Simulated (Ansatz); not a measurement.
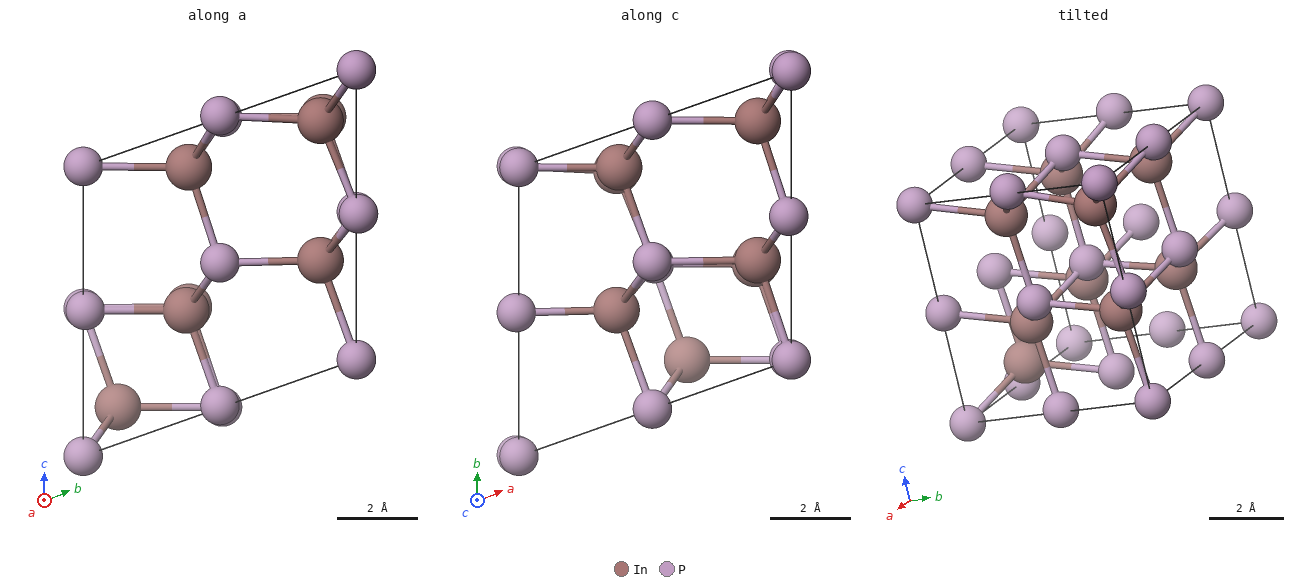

Figure: ball-and-stick view along the a axis, along the c axis and slightly off an axis. Lines trace the edges of the simulation cell. Cell: a = 8.428 Å, b = 8.428 Å, c = 8.428 Å, α = 60.00°, β = 60.00°, γ = 60.00°.

The solid is In$_{9}$P$_{8}$. One cell contains 9 In, 8 P, 17 atoms in all. Each In atom has four P in a tetrahedral arrangement at about 2.5 to 2.7 Å around it. Not all metal-metal contacts are counted. The bonds build a three-dimensional framework.

Source of the structure: a structure listed in the Materials Project, repeated into a supercell with a point defect put in. The cell was then strained or its atoms displaced on purpose. The atoms were relaxed in a fixed cell with Ansatz, DFT PBE, scalar-relativistic, plane waves, PAW.
